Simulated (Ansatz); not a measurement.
**Geometry relaxation of Ti₆O (part 1 of 2)**

- system: Ti₆O (slab, 7 atoms in the cell)
- method: DFT PBEsol, scalar-relativistic, plane waves, PAW, PAW set soft_1, no spin polarisation (Ansatz 0.2.0)

The structure derives from an entry of the Crystallography Open Database. The input holds or restrains some coordinates. Forces given for the steps count only the free coordinates.

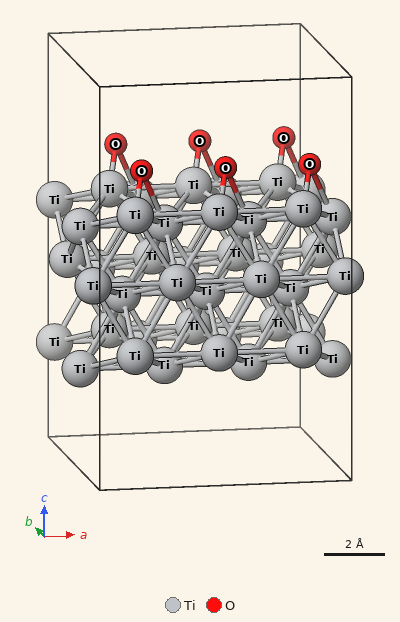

Fig. 1: The starting structure (ball-and-stick view of the 3 × 2 repeat of the cell, with the vacuum cut short, seen slightly off an axis). An atom can appear more than once, as a periodic image.

### Results in brief

| quantity | value |
| --- | --- |
| outcome | converged under the restraints of the input |
| electrons treated | 78 |
| free energy | −15402.4933 eV |
| work function, top face | 4.65 eV |
| work function, bottom face | 3.82 eV |
| Fermi energy | 2.559 eV |
| gap on the k-point mesh | none (metallic) |
| final volume | 282.31 Å³ |
| work function (upper face) | 4.65 eV |
| largest force (length of the vector) at the end, held atoms and coordinates included | 2.974 eV/Å |
| hardware | 2 threads of Arm Neoverse V1, 24 GiB of memory available, shared host |
| wall time | 2 min (CPU time 4 min) |
| peak memory | 0.63 GiB |

### Notes

The program warns: the PAW datasets were made with another functional.

### The input
```yaml
crystal:
  lattice:
    - [2.8999670177, 0.0, 0.0]
    - [0.0, 4.5905806278, 0.0]
    - [0.0, 0.0, 21.2062529549]
  atoms:
    - { symbol: Ti, position: [0.0, 0.75, 0.1886236106] }
    - { symbol: Ti, position: [0.5, 0.25, 0.2281000977] }
    - { symbol: Ti, position: [0.5, 0.75, 0.3070530716] }
    - { symbol: Ti, position: [0.0, 0.25, 0.3454090437] }
    - { symbol: Ti, position: [0.0, 0.75, 0.4205530428] }
    - { symbol: Ti, position: [0.5, 0.25, 0.4577071195] }
    - { symbol: O, position: [0.6666666667, 0.55, 0.5161804388] }
basis:
  ecutwfc: 420
kpoints:
  mp_grid: { grid: [9, 6, 1] }
hamiltonian:
  xc: pbesol
  pseudopotentials: { kind: paw, azcp: { folder: soft_1 } }
scf:
  occupations: { method: gaussian, width: 0.1 }
output:
  forces: true
  eigenvalues: true
relax:
  adjacent_minimum: "off"
  f_tol: 0.025
  max_steps: 16
  constraints: [{ sites: [0, 1, 2, 3, 4, 5] }, { sites: [6], fix: xy }]
efield:
  axis: 3
  dipole_correction: true
  ramp_width: 0.04
```

Launched with:
```bash
ansatz run input.yaml --threads 2 --pin off --max-ram 6144MiB --backend cpu --events-out ev --progress --plain --runs-dir out
```

### Output
```
Warning: [file] the record states the generating functional pbe (its physics header spells it `PBE`), which answers neither for hamiltonian.xc's functional nor for the pbesol family's — results may be inconsistent (PPs are generated against a specific XC)
Warning: [file] the record states the generating functional pbe (its physics header spells it `PBE`), which answers neither for hamiltonian.xc's functional nor for the pbesol family's — results may be inconsistent (PPs are generated against a specific XC)
Engine: ansatz 0.2.0, aarch64-unknown-linux-gnu
Pseudopotentials: kind: paw
Pseudopotential: Ti, paw, valence charge 12, recommended cutoff 420 eV (normal), [file]
Pseudopotential: O, paw, valence charge 6, recommended cutoff 420 eV (normal), [file]
Functional definition: PBEsol
  exchange = pbesol_x
  correlation = pbesol_c
Crystal: 7 atoms, lattice volume = 282.309 Å³
Basis set: ecut = 420 eV, 5481 PW (Γ), exchange–correlation on 40×64×288 points (8 copies of the dense FFT grid, shifted against one another)
Bands: 47, of which v1, the nominal top of the filled ones, is band 39 counted from 1 (38 counted from 0)
Symmetry: 1 space group operations
Space group: P1 (ITA 1), of the structure as read, at distance tolerance 6.6e-5 Å
k-points: 28 of 54 (time reversal used)
Non-local potential: Ti, projectors of the file, l = 0: 3, l = 1: 2, l = 2: 3, l = 3: 1
Non-local potential: O, projectors of the file, l = 0: 2, l = 1: 2, l = 2: 1
PAW form: soft (Blöchl's): semilocal exchange-correlation on the pseudo side does not see the compensation charge
PAW frozen core: Ti, regenerated for the run's functional, and the local potential with it (the file was generated under x = pbe(κ = 0.804, μ = 0.2195149727645171), c = pbe(β = 0.06672455060314922))
PAW frozen core: O, regenerated for the run's functional, and the local potential with it (the file was generated under x = pbe(κ = 0.804, μ = 0.2195149727645171), c = pbe(β = 0.06672455060314922))
PAW one-centre angular grid: Ti, 590 points (default); XC on 64 Gauss nodes
PAW one-centre angular grid: O, 110 points (default); XC on 64 Gauss nodes
Initial density: superposition of atomic densities (neutral atoms: chi_scale 0, normalization atom)
Initial wavefunctions: pseudopotential atomic-orbital guess
Functional: x = pbesol(κ = 0.804, μ = 0.12345679012345678), c = pbesol(β = 0.046)
SCF iter   1: F=—  HF=-15407.198313 eV  |F-HF|=—  |Δ(HF+E_count)|=         —  Δρ=6.76e-2  dr2=6.91e1  ethr=3.10e-3  p=-0.000 e·Å  D=-2.43e-7 V/Å  ΔV_dip=0.00 eV  dr2_dipole=1.02e1  V_vac-E_F(+/−)=8.39/8.39 eV  ⟨swp⟩=10.0  Hψ=6873  notcnv=0
efield: sawtooth ramp at fractional position 0.8324 (placed from the atoms, in the widest stretch of the axis that holds none; the zero of the levels goes with the place), width 0.0400; the density the first Hamiltonian is built on has a dipole p = -0.000 e·Å; the dipole correction subtracts the counter field D = -2.43e-7 V/Å, which shifts the + side's vacuum level by +0.00 eV against the − side's; the planar-averaged density in the ramp window peaks in size at 1.3e-6 e/Å³
preconditioner: auto → LDOS  [metal: Δε(μ)=0.003 eV  Ē_g=3.184 eV  σ=0.100 eV  W_gap=0.02  n_scr=42 (ndim 8)  ℏωp=11.7 eV  f_vac=0.527  D(μ)=8.93/eV (n_scr^D=56)  β→1.0]
SCF iter   2: F=—  HF=-15406.594536 eV  |F-HF|=—  |Δ(HF+E_count)|=   6.04e-1  Δρ=8.37e-2  dr2=1.30e2  ethr=3.10e-3  p=-0.453 e·Å  D=-2.90e-1 V/Å  ΔV_dip=6.15 eV  dr2_dipole=5.18e1  V_vac-E_F(+/−)=6.43/0.28 eV  ⟨swp⟩=9.1  Hψ=5457  notcnv=0  defer=41  recentre
SCF iter   3: F=—  HF=-15402.001556 eV  |F-HF|=—  |Δ(HF+E_count)|=    4.59e0  Δρ=2.38e-2  dr2=9.08e0  ethr=3.10e-3  p=-0.063 e·Å  D=-4.01e-2 V/Å  ΔV_dip=0.85 eV  dr2_dipole=2.84e0  V_vac-E_F(+/−)=6.82/5.97 eV  ⟨swp⟩=8.5  Hψ=5042  notcnv=0  defer=36
SCF iter   4: F=—  HF=-15401.425121 eV  |F-HF|=—  |Δ(HF+E_count)|=   5.76e-1  Δρ=6.68e-3  dr2=4.89e-1  ethr=3.10e-3  p=-0.142 e·Å  D=-9.08e-2 V/Å  ΔV_dip=1.92 eV  dr2_dipole=1.95e-1  V_vac-E_F(+/−)=6.54/4.62 eV  ⟨swp⟩=4.5  Hψ=2314  notcnv=0  defer=28
SCF iter   5: F=—  HF=-15401.397389 eV  |F-HF|=—  |Δ(HF+E_count)|=   2.77e-2  Δρ=2.46e-3  dr2=1.20e-1  ethr=6.27e-4  p=-0.188 e·Å  D=-1.21e-1 V/Å  ΔV_dip=2.56 eV  dr2_dipole=3.69e-2  V_vac-E_F(+/−)=6.57/4.01 eV  ⟨swp⟩=4.7  Hψ=2148  notcnv=0  defer=35
SCF iter   6: F=—  HF=-15401.396850 eV  |F-HF|=—  |Δ(HF+E_count)|=   5.39e-4  Δρ=1.88e-3  dr2=5.55e-2  ethr=1.54e-4  p=-0.196 e·Å  D=-1.26e-1 V/Å  ΔV_dip=2.67 eV  dr2_dipole=2.37e-2  V_vac-E_F(+/−)=6.56/3.89 eV  ⟨swp⟩=2.1  Hψ=1825  notcnv=0  defer=27
SCF iter   7: F=—  HF=-15401.395426 eV  |F-HF|=—  |Δ(HF+E_count)|=   1.42e-3  Δρ=5.80e-4  dr2=3.96e-3  ethr=7.11e-5  p=-0.194 e·Å  D=-1.25e-1 V/Å  ΔV_dip=2.64 eV  dr2_dipole=1.14e-3  V_vac-E_F(+/−)=6.52/3.88 eV  ⟨swp⟩=1.7  Hψ=1396  notcnv=0  defer=27
SCF iter   8: F=—  HF=-15401.395663 eV  |F-HF|=—  |Δ(HF+E_count)|=   2.37e-4  Δρ=1.98e-4  dr2=3.22e-4  ethr=5.08e-6  p=-0.194 e·Å  D=-1.24e-1 V/Å  ΔV_dip=2.64 eV  dr2_dipole=8.99e-5  V_vac-E_F(+/−)=6.51/3.88 eV  ⟨swp⟩=2.2  Hψ=1732  notcnv=0  defer=27
SCF iter   9: F=—  HF=-15401.395729 eV  |F-HF|=—  |Δ(HF+E_count)|=   6.56e-5  Δρ=1.32e-4  dr2=9.59e-5  ethr=4.12e-7  p=-0.196 e·Å  D=-1.25e-1 V/Å  ΔV_dip=2.66 eV  dr2_dipole=4.38e-5  V_vac-E_F(+/−)=6.51/3.85 eV  ⟨swp⟩=2.4  Hψ=1790  notcnv=0  defer=27
SCF iter  10: F=-15401.395729 eV  HF=-15401.395732 eV  |F-HF|=3.03e-6  |Δ(HF+E_count)|=   2.98e-6  Δρ=4.55e-5  dr2=1.00e-5  ethr=2.00e-8  p=-0.197 e·Å  D=-1.26e-1 V/Å  ΔV_dip=2.68 eV  dr2_dipole=1.18e-6  V_vac-E_F(+/−)=6.51/3.83 eV  ⟨swp⟩=17.8  Hψ=8197  notcnv=0
SCF 1 converged in 10 iterations: F = -15401.395729 eV  dr2 = 1.00e-5
  greatest PAW one-centre occupation: 0.999 electrons in one spin orbital (limit 2), on the Ti atom at site 1 (counted from 0), in its partial waves of l = 0
relax step   1: F+E_penalty+E_count = -15401.39572858 eV  Δ(F+E_penalty+E_count) = +0.000e0 eV  max|allowed force component| = 4.516e0 eV/Å  Δτ_max = 0.0000 Å  (10 SCF iters, dr2 threshold 1.56e-5 eV, accepted)
Initial density: handed on by an earlier stage of this run
Initial wavefunctions: those handed on with the density
iter 1 solved again at ethr=2.42e-4 eV; its pass at ethr=3.10e-3 eV (dr2=1.89e-1 eV) is discarded
SCF iter   1: F=—  HF=-15402.190666 eV  |F-HF|=—  |Δ(HF+E_count)|=         —  Δρ=8.19e-3  dr2=1.85e-1  ethr=2.42e-4  p=-0.197 e·Å  D=-1.26e-1 V/Å  ΔV_dip=2.68 eV  dr2_dipole=1.91e-2  V_vac-E_F(+/−)=6.51/3.83 eV  ⟨swp⟩=2.0  Hψ=4471  notcnv=0  defer=21
efield: sawtooth ramp at fractional position 0.8324 (handed on by an earlier solve), width 0.0400; the density the first Hamiltonian is built on has a dipole p = -0.197 e·Å; the dipole correction subtracts the counter field D = -1.26e-1 V/Å, which shifts the + side's vacuum level by +2.68 eV against the − side's; the planar-averaged density in the ramp window peaks in size at 3.6e-6 e/Å³
preconditioner: auto → LDOS  [metal: Δε(μ)=0.011 eV  Ē_g=3.739 eV  σ=0.100 eV  W_gap=0.06  n_scr=42 (ndim 8)  ℏωp=12.1 eV  f_vac=0.552  D(μ)=9.98/eV (n_scr^D=64)  β→1.0]
SCF iter   2: F=—  HF=-15402.151580 eV  |F-HF|=—  |Δ(HF+E_count)|=   3.91e-2  Δρ=3.94e-3  dr2=7.26e-2  ethr=2.37e-4  p=-0.109 e·Å  D=-6.99e-2 V/Å  ΔV_dip=1.48 eV  dr2_dipole=1.01e-2  V_vac-E_F(+/−)=5.31/3.83 eV  ⟨swp⟩=3.0  Hψ=2310  notcnv=0  defer=21
SCF iter   3: F=—  HF=-15402.132810 eV  |F-HF|=—  |Δ(HF+E_count)|=   1.88e-2  Δρ=7.49e-4  dr2=3.23e-3  ethr=9.30e-5  p=-0.139 e·Å  D=-8.89e-2 V/Å  ΔV_dip=1.89 eV  dr2_dipole=9.49e-5  V_vac-E_F(+/−)=5.71/3.83 eV  ⟨swp⟩=2.9  Hψ=2352  notcnv=0  defer=21
SCF iter   4: F=—  HF=-15402.132377 eV  |F-HF|=—  |Δ(HF+E_count)|=   4.33e-4  Δρ=2.68e-4  dr2=3.93e-4  ethr=4.14e-6  p=-0.136 e·Å  D=-8.74e-2 V/Å  ΔV_dip=1.85 eV  dr2_dipole=7.58e-5  V_vac-E_F(+/−)=5.68/3.82 eV  ⟨swp⟩=3.0  Hψ=2366  notcnv=0  defer=21
SCF iter   5: F=—  HF=-15402.132359 eV  |F-HF|=—  |Δ(HF+E_count)|=   1.78e-5  Δρ=1.01e-4  dr2=4.45e-5  ethr=1.28e-7  p=-0.136 e·Å  D=-8.72e-2 V/Å  ΔV_dip=1.85 eV  dr2_dipole=5.16e-6  V_vac-E_F(+/−)=5.67/3.82 eV  ⟨swp⟩=12.5  Hψ=6680  notcnv=0
SCF iter   6: F=-15402.132362 eV  HF=-15402.132362 eV  |F-HF|=6.27e-8  |Δ(HF+E_count)|=   3.20e-6  Δρ=2.71e-5  dr2=2.36e-6  ethr=5.71e-8  p=-0.136 e·Å  D=-8.71e-2 V/Å  ΔV_dip=1.85 eV  dr2_dipole=3.63e-7  V_vac-E_F(+/−)=5.67/3.82 eV  ⟨swp⟩=6.6  Hψ=4538  notcnv=0
SCF 2 converged in 6 iterations: F = -15402.132362 eV  dr2 = 2.36e-6
relax step   2: F+E_penalty+E_count = -15402.13236205 eV  Δ(F+E_penalty+E_count) = -7.366e-1 eV  max|allowed force component| = 2.905e0 eV/Å  Δτ_max = 0.1950 Å  (6 SCF iters, dr2 threshold 1.00e-4 eV, accepted)
SCF iter   1: F=—  HF=-15402.560253 eV  |F-HF|=—  |Δ(HF+E_count)|=         —  Δρ=8.00e-3  dr2=2.53e-1  ethr=2.37e-3  p=-0.136 e·Å  D=-8.71e-2 V/Å  ΔV_dip=1.85 eV  dr2_dipole=2.12e-2  V_vac-E_F(+/−)=5.67/3.83 eV  ⟨swp⟩=4.1  Hψ=3408  notcnv=0  defer=24
efield: sawtooth ramp at fractional position 0.8324 (handed on by an earlier solve), width 0.0400; the density the first Hamiltonian is built on has a dipole p = -0.136 e·Å; the dipole correction subtracts the counter field D = -8.71e-2 V/Å, which shifts the + side's vacuum level by +1.85 eV against the − side's; the planar-averaged density in the ramp window peaks in size at 3.4e-6 e/Å³
preconditioner: auto → LDOS  [metal: Δε(μ)=0.015 eV  Ē_g=2.921 eV  σ=0.100 eV  W_gap=0.08  n_scr=42 (ndim 8)  ℏωp=11.7 eV  f_vac=0.556  D(μ)=9.69/eV (n_scr^D=64)  β→1.0]
SCF iter   2: F=—  HF=-15402.514667 eV  |F-HF|=—  |Δ(HF+E_count)|=   4.56e-2  Δρ=4.52e-3  dr2=1.80e-1  ethr=3.24e-4  p=-0.041 e·Å  D=-2.63e-2 V/Å  ΔV_dip=0.56 eV  dr2_dipole=4.80e-2  V_vac-E_F(+/−)=4.38/3.82 eV  ⟨swp⟩=3.4  Hψ=2982  notcnv=0  defer=28
SCF iter   3: F=—  HF=-15402.481792 eV  |F-HF|=—  |Δ(HF+E_count)|=   3.29e-2  Δρ=1.10e-3  dr2=8.80e-3  ethr=2.31e-4  p=-0.077 e·Å  D=-4.93e-2 V/Å  ΔV_dip=1.05 eV  dr2_dipole=1.08e-3  V_vac-E_F(+/−)=4.87/3.82 eV  ⟨swp⟩=2.2  Hψ=1916  notcnv=0  defer=28
SCF iter   4: F=—  HF=-15402.481457 eV  |F-HF|=—  |Δ(HF+E_count)|=   3.35e-4  Δρ=6.18e-4  dr2=2.12e-3  ethr=1.13e-5  p=-0.074 e·Å  D=-4.73e-2 V/Å  ΔV_dip=1.00 eV  dr2_dipole=4.96e-4  V_vac-E_F(+/−)=4.82/3.82 eV  ⟨swp⟩=3.0  Hψ=2258  notcnv=0  defer=28
SCF iter   5: F=—  HF=-15402.481269 eV  |F-HF|=—  |Δ(HF+E_count)|=   1.88e-4  Δρ=1.59e-4  dr2=7.63e-5  ethr=2.72e-6  p=-0.074 e·Å  D=-4.72e-2 V/Å  ΔV_dip=1.00 eV  dr2_dipole=7.07e-6  V_vac-E_F(+/−)=4.82/3.82 eV  ⟨swp⟩=2.0  Hψ=1657  notcnv=0  defer=28
SCF iter   6: F=-15402.481265 eV  HF=-15402.481264 eV  |F-HF|=1.16e-6  |Δ(HF+E_count)|=   5.15e-6  Δρ=3.58e-5  dr2=4.04e-6  ethr=9.78e-8  p=-0.074 e·Å  D=-4.73e-2 V/Å  ΔV_dip=1.00 eV  dr2_dipole=1.21e-7  V_vac-E_F(+/−)=4.82/3.82 eV  ⟨swp⟩=15.4  Hψ=6239  notcnv=0
SCF 3 converged in 6 iterations: F = -15402.481265 eV  dr2 = 4.04e-6
relax step   3: F+E_penalty+E_count = -15402.48126517 eV  Δ(F+E_penalty+E_count) = -3.489e-1 eV  max|allowed force component| = 5.704e-1 eV/Å  Δτ_max = 0.1950 Å  (6 SCF iters, dr2 threshold 1.00e-4 eV, accepted)
SCF iter   1: F=—  HF=-15402.498861 eV  |F-HF|=—  |Δ(HF+E_count)|=         —  Δρ=2.26e-3  dr2=2.30e-2  ethr=2.13e-4  p=-0.074 e·Å  D=-4.73e-2 V/Å  ΔV_dip=1.00 eV  dr2_dipole=6.34e-4  V_vac-E_F(+/−)=4.82/3.82 eV  ⟨swp⟩=2.2  Hψ=2888  notcnv=0  defer=26
efield: sawtooth ramp at fractional position 0.8324 (handed on by an earlier solve), width 0.0400; the density the first Hamiltonian is built on has a dipole p = -0.074 e·Å; the dipole correction subtracts the counter field D = -4.73e-2 V/Å, which shifts the + side's vacuum level by +1.00 eV against the − side's; the planar-averaged density in the ramp window peaks in size at 3.7e-6 e/Å³
preconditioner: auto → LDOS  [metal: Δε(μ)=0.015 eV  Ē_g=2.991 eV  σ=0.100 eV  W_gap=0.09  n_scr=42 (ndim 8)  ℏωp=11.7 eV  f_vac=0.557  D(μ)=9.62/eV (n_scr^D=60)  β→1.0]
SCF iter   2: F=—  HF=-15402.495787 eV  |F-HF|=—  |Δ(HF+E_count)|=   3.07e-3  Δρ=1.63e-3  dr2=1.76e-2  ethr=2.94e-5  p=-0.051 e·Å  D=-3.25e-2 V/Å  ΔV_dip=0.69 eV  dr2_dipole=3.51e-3  V_vac-E_F(+/−)=4.51/3.82 eV  ⟨swp⟩=3.0  Hψ=2740  notcnv=0  defer=26
SCF iter   3: F=—  HF=-15402.492868 eV  |F-HF|=—  |Δ(HF+E_count)|=   2.92e-3  Δρ=4.59e-4  dr2=1.04e-3  ethr=2.25e-5  p=-0.060 e·Å  D=-3.82e-2 V/Å  ΔV_dip=0.81 eV  dr2_dipole=1.03e-4  V_vac-E_F(+/−)=4.63/3.82 eV  ⟨swp⟩=2.0  Hψ=1712  notcnv=0  defer=26
SCF iter   4: F=—  HF=-15402.492794 eV  |F-HF|=—  |Δ(HF+E_count)|=   7.40e-5  Δρ=1.90e-4  dr2=1.69e-4  ethr=1.33e-6  p=-0.059 e·Å  D=-3.79e-2 V/Å  ΔV_dip=0.80 eV  dr2_dipole=4.20e-5  V_vac-E_F(+/−)=4.62/3.82 eV  ⟨swp⟩=3.0  Hψ=1971  notcnv=0  defer=26
SCF iter   5: F=-15402.492767 eV  HF=-15402.492786 eV  |F-HF|=1.86e-5  |Δ(HF+E_count)|=   7.73e-6  Δρ=5.13e-5  dr2=1.78e-5  ethr=2.61e-8  p=-0.059 e·Å  D=-3.78e-2 V/Å  ΔV_dip=0.80 eV  dr2_dipole=5.20e-6  V_vac-E_F(+/−)=4.62/3.82 eV  ⟨swp⟩=12.1  Hψ=6377  notcnv=0
SCF 4 converged in 5 iterations: F = -15402.492767 eV  dr2 = 1.78e-5
relax step   4: F+E_penalty+E_count = -15402.49276725 eV  Δ(F+E_penalty+E_count) = -1.150e-2 eV  max|allowed force component| = 1.159e-1 eV/Å  Δτ_max = 0.0500 Å  (5 SCF iters, dr2 threshold 2.03e-5 eV, accepted)
```
